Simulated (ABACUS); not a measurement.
# Ni: single-point calculation at one volume of an equation of state (part 2 of 2)

Ni (Fm-3m, 1 atom in the cell); Kohn-Sham DFT of a periodic cell, PBE, PseudoDojo NC SR 0.5 PBE stringent, spin-polarised (ABACUS 3.10.1); cutoff 1428.6 eV, 12×12×12 k-mesh, fermi-dirac of 0.05 eV, collinear spins. The structure derives from a Materials Project entry. It belongs to a series of runs on one base structure; here: volume scaled by 0.98.

Geometry of the input (Å; fractional positions):
```
0.0000  1.7259  1.7259
1.7259  0.0000  1.7259
1.7259  1.7259  0.0000
Ni 0.0000  0.0000  0.0000
```

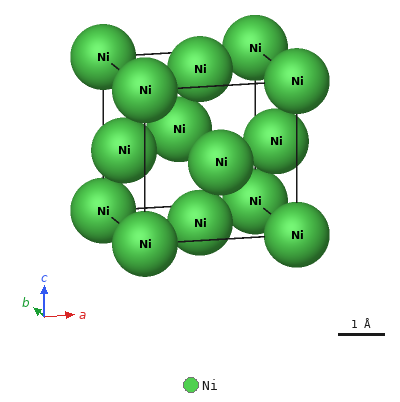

Figure 1. The structure as given in the input (spheres-only view of the cell 4 times as large as that of the calculation, set on its symmetry axes, seen slightly off an axis).

What the program printed, continued
```
----------------------------------------------------------
 E_KohnSham     -338.3942991449      -4604.0906390874
 E_Harris       -338.4543903202      -4604.9082214702
 E_Fermi        1.4560024443         19.8099295442
----------------------------------------------------------

 LCAO ALGORITHM --------------- ION=   1  ELEC=   3--------------------------------
          total magnetism (Bohr mag/cell) = 0.666632
       absolute magnetism (Bohr mag/cell) = 0.762225
                        nelec for spin up = 9.33332
                      nelec for spin down = 8.66668

 Density error is 0.00491825807238
----------------------------------------------------------
     Energy           Rydberg                 eV
----------------------------------------------------------
 E_KohnSham     -338.3942512407      -4604.0899873168
 E_Harris       -338.4107825926      -4604.3149078987
 E_Fermi        1.4562046696         19.8126809614
----------------------------------------------------------

 LCAO ALGORITHM --------------- ION=   1  ELEC=   4--------------------------------
          total magnetism (Bohr mag/cell) = 0.683416
       absolute magnetism (Bohr mag/cell) = 0.776969
                        nelec for spin up = 9.34171
                      nelec for spin down = 8.65829

 Density error is 0.00150597223004
----------------------------------------------------------
     Energy           Rydberg                 eV
----------------------------------------------------------
 E_KohnSham     -338.3942862764      -4604.0904640016
 E_Harris       -338.3713014630      -4603.7777395729
 E_Fermi        1.4571030654         19.8249042621
----------------------------------------------------------

 LCAO ALGORITHM --------------- ION=   1  ELEC=   5--------------------------------
          total magnetism (Bohr mag/cell) = 0.678212
       absolute magnetism (Bohr mag/cell) = 0.775665
                        nelec for spin up = 9.33911
                      nelec for spin down = 8.66089

 Density error is 0.000289300323922
----------------------------------------------------------
     Energy           Rydberg                 eV
----------------------------------------------------------
 E_KohnSham     -338.3942890436      -4604.0905016516
 E_Harris       -338.3892548711      -4604.0220082216
 E_Fermi        1.4571327714         19.8253084333
----------------------------------------------------------

 LCAO ALGORITHM --------------- ION=   1  ELEC=   6--------------------------------
          total magnetism (Bohr mag/cell) = 0.677655
       absolute magnetism (Bohr mag/cell) = 0.773776
                        nelec for spin up = 9.33883
                      nelec for spin down = 8.66117

 Density error is 0.000132763132667
----------------------------------------------------------
     Energy           Rydberg                 eV
----------------------------------------------------------
 E_KohnSham     -338.3942893543      -4604.0905058788
 E_Harris       -338.3957487295      -4604.1103616974
 E_Fermi        1.4571460564         19.8254891859
----------------------------------------------------------

 LCAO ALGORITHM --------------- ION=   1  ELEC=   7--------------------------------
          total magnetism (Bohr mag/cell) = 0.677293
       absolute magnetism (Bohr mag/cell) = 0.773464
                        nelec for spin up = 9.33865
                      nelec for spin down = 8.66135

 Density error is 6.57277734427e-05
----------------------------------------------------------
     Energy           Rydberg                 eV
----------------------------------------------------------
 E_KohnSham     -338.3942893814      -4604.0905062482
 E_Harris       -338.3938682200      -4604.0847760525
 E_Fermi        1.4570881731         19.8247016430
----------------------------------------------------------

 LCAO ALGORITHM --------------- ION=   1  ELEC=   8--------------------------------
          total magnetism (Bohr mag/cell) = 0.67718
       absolute magnetism (Bohr mag/cell) = 0.773429
                        nelec for spin up = 9.33859
                      nelec for spin down = 8.66141

 Density error is 2.88230213334e-05
----------------------------------------------------------
     Energy           Rydberg                 eV
----------------------------------------------------------
 E_KohnSham     -338.3942893870      -4604.0905063243
 E_Harris       -338.3942890625      -4604.0905019092
 E_Fermi        1.4570847776         19.8246554449
----------------------------------------------------------

 LCAO ALGORITHM --------------- ION=   1  ELEC=   9--------------------------------
          total magnetism (Bohr mag/cell) = 0.677273
       absolute magnetism (Bohr mag/cell) = 0.773481
                        nelec for spin up = 9.33864
                      nelec for spin down = 8.66136

 Density error is 3.18666855557e-06
----------------------------------------------------------
     Energy           Rydberg                 eV
----------------------------------------------------------
 E_KohnSham     -338.3942893877      -4604.0905063341
 E_Harris       -338.3945374192      -4604.0938809760
 E_Fermi        1.4570913646         19.8247450651
----------------------------------------------------------

 LCAO ALGORITHM --------------- ION=   1  ELEC=  10--------------------------------
          total magnetism (Bohr mag/cell) = 0.677271
       absolute magnetism (Bohr mag/cell) = 0.77348
                        nelec for spin up = 9.33864
                      nelec for spin down = 8.66136

 Density error is 1.3021151662e-06
----------------------------------------------------------
     Energy           Rydberg                 eV
----------------------------------------------------------
 E_KohnSham     -338.3942893879      -4604.0905063364
 E_Harris       -338.3942746792      -4604.0903062143
 E_Fermi        1.4570870113         19.8246858350
----------------------------------------------------------

 LCAO ALGORITHM --------------- ION=   1  ELEC=  11--------------------------------
          total magnetism (Bohr mag/cell) = 0.677269
       absolute magnetism (Bohr mag/cell) = 0.773477
                        nelec for spin up = 9.33863
                      nelec for spin down = 8.66137

 Density error is 5.46425174422e-07
----------------------------------------------------------
     Energy           Rydberg                 eV
----------------------------------------------------------
 E_KohnSham     -338.3942893878      -4604.0905063356
 E_Harris       -338.3942925598      -4604.0905494923
 E_Fermi        1.4570868842         19.8246841064
----------------------------------------------------------

 LCAO ALGORITHM --------------- ION=   1  ELEC=  12--------------------------------
          total magnetism (Bohr mag/cell) = 0.677268
       absolute magnetism (Bohr mag/cell) = 0.773477
                        nelec for spin up = 9.33863
                      nelec for spin down = 8.66137

 Density error is 2.07886051909e-07
----------------------------------------------------------
     Energy           Rydberg                 eV
----------------------------------------------------------
 E_KohnSham     -338.3942893878      -4604.0905063350
 E_Harris       -338.3942932544      -4604.0905589426
 E_Fermi        1.4570867309         19.8246820202
----------------------------------------------------------

 LCAO ALGORITHM --------------- ION=   1  ELEC=  13--------------------------------
          total magnetism (Bohr mag/cell) = 0.677269
       absolute magnetism (Bohr mag/cell) = 0.773477
                        nelec for spin up = 9.33863
                      nelec for spin down = 8.66137

 Density error is 4.47865469221e-08
----------------------------------------------------------
     Energy           Rydberg                 eV
----------------------------------------------------------
 E_KohnSham     -338.3942893879      -4604.0905063361
 E_KS(sigma->0) -338.3937932550      -4604.0837561014
 E_Harris       -338.3942892480      -4604.0905044334
 E_band         -18.9364626877       -257.6437925164
 E_one_elec     -159.7316674055      -2173.2608277561
 E_Hartree      92.8469816395        1263.2479923987
 E_xc           -43.7766316374       -595.6116295161
 E_Ewald        -227.7319797186      -3098.4525409932
 E_entropy(-TS) -0.0009922658        -0.0135004693
 E_descf        0.0000000000         0.0000000000
 E_exx          0.0000000000         0.0000000000
 E_Fermi        1.4570866827         19.8246813641
----------------------------------------------------------

 charge density convergence is achieved
 final etot is -4604.0905063 eV
 EFERMI = 19.824681364 eV

 STATE ENERGY(eV) AND OCCUPATIONS    NSPIN == 2
SPIN UP :
 1/72 kpoint (Cartesian) = 0.0000 0.0000 0.0000 (312 pws)
       1       -83.9871    0.000578704
       2       -44.2375    0.000578704
       3       -44.2375    0.000578704
       4       -44.2375    0.000578704
       5        10.3003    0.000578704
       6        17.1411    0.000578704
       7        17.1411    0.000578704
       8        17.1411    0.000578704
       9        18.4377    0.000578704
      10        18.4377    0.000578704
      11        44.6223        0.00000
      12        48.5120        0.00000
      13        48.5120        0.00000
      14        48.5120        0.00000

 2/72 kpoint (Cartesian) = 0.024142 0.024142 0.024142 (314 pws)
       1       -83.9842     0.00462963
       2       -44.2556     0.00462963
       3       -44.2401     0.00462963
       4       -44.2401     0.00462963
       5        10.5829     0.00462963
       6        17.0655     0.00462963
       7        17.2051     0.00462963
       8        17.2051     0.00462963
       9        18.4108     0.00462963
      10        18.4108     0.00462963
      11        43.1254        0.00000
      12        46.2290        0.00000
      13        47.7660        0.00000
      14        47.7660        0.00000

 3/72 kpoint (Cartesian) = 0.048284 0.048284 0.048284 (321 pws)
       1       -83.9763     0.00462963
       2       -44.3050     0.00462963
       3       -44.2471     0.00462963
       4       -44.2471     0.00462963
       5        11.3982     0.00462963
       6        16.8909     0.00462963
       7        17.3399     0.00462963
       8        17.3399     0.00462963
       9        18.3857     0.00462963
      10        18.3857     0.00462963
      11        39.0515        0.00000
      12        45.3388        0.00000
      13        46.7760        0.00000
      14        46.7760        0.00000

 4/72 kpoint (Cartesian) = 0.072426 0.072426 0.072426 (314 pws)
       1       -83.9654     0.00462963
       2       -44.3722     0.00462963
       3       -44.2567     0.00462963
       4       -44.2567     0.00462963
       5        12.6131     0.00462963
       6        16.7873     0.00462963
       7        17.3907     0.00462963
       8        17.3907     0.00462963
       9        18.5052     0.00462963
      10        18.5052     0.00462963
      11        34.7311        0.00000
      12        44.6332        0.00000
      13        46.0674        0.00000
      14        46.0674        0.00000

 5/72 kpoint (Cartesian) = 0.096567 0.096567 0.096567 (312 pws)
       1       -83.9546     0.00462963
       2       -44.4391     0.00462963
       3       -44.2662     0.00462963
       4       -44.2662     0.00462963
       5        13.8278     0.00462963
       6        17.1464     0.00462963
       7        17.3081     0.00462963
       8        17.3081     0.00462963
       9        18.7833     0.00462963
      10        18.7833     0.00462963
      11        30.7316        0.00000
      12        43.8209        0.00000
      13        45.6585        0.00000
      14        45.6585        0.00000

 6/72 kpoint (Cartesian) = 0.12071 0.12071 0.12071 (305 pws)
       1       -83.9466     0.00462963
       2       -44.4878     0.00462963
       3       -44.2732     0.00462963
       4       -44.2732     0.00462963
       5        14.4354     0.00462963
       6        17.2048     0.00462963
       7        17.2048     0.00462963
       8        18.3717     0.00462963
       9        19.0471     0.00462963
      10        19.0471     0.00462963
      11        27.4026    6.99786e-69
      12        43.2056        0.00000
      13        45.5070        0.00000
      14        45.5070        0.00000

[... levels at 138 further k points ...]

-------------------------------------------------
 Total Magnetism (uB)
-------------------------------------------------
                        Ni1         0.6772685951
-------------------------------------------------

 correction force for each atom along direction 1 is 9.93606e-14
 correction force for each atom along direction 2 is 2.80770e-15
 correction force for each atom along direction 3 is 4.24750e-14
------------------------------------------------------------------------------------------
 TOTAL-FORCE (eV/Angstrom)
------------------------------------------------------------------------------------------
                       Ni1         0.0000000000         0.0000000000         0.0000000000
------------------------------------------------------------------------------------------

----------------------------------------------------------------
 TOTAL-STRESS (KBAR)
----------------------------------------------------------------
       146.9137268959         0.0000000000         0.0000000000
         0.0000000000       146.9137268959        -0.0000000000
         0.0000000000        -0.0000000000       146.9137268959
----------------------------------------------------------------
 TOTAL-PRESSURE: 146.913727 KBAR

 --------------------------------------------
 !FINAL_ETOT_IS -4604.0905063361069551 eV
 --------------------------------------------
```

Key numbers

```json
{"quantity": "outcome", "value": "converged"}
{"quantity": "space group (tolerance 0.01 Å)", "value": "Fm-3m (225)"}
{"quantity": "electrons treated", "value": "18"}
{"quantity": "free energy", "value": "−4604.0905 eV"}
{"quantity": "Fermi energy", "value": "19.825 eV"}
{"quantity": "gap on the k-point mesh", "value": "none (metallic)"}
{"quantity": "net moment of the cell", "value": "0.68 μB"}
{"quantity": "integrated absolute moment", "value": "0.77 μB"}
{"quantity": "pressure", "value": "14.69 GPa"}
{"quantity": "largest force (length of the vector)", "value": "under 0.001 eV/Å"}
{"quantity": "wall time", "value": "32 s (CPU time 2.1 min)"}
{"quantity": "peak memory", "value": "0.48 GiB"}
```

Notes

Points of doubt noted for this run: home made orbitals. The cell is under a pressure of 14.7 GPa at this level, so it is not at its equilibrium volume.
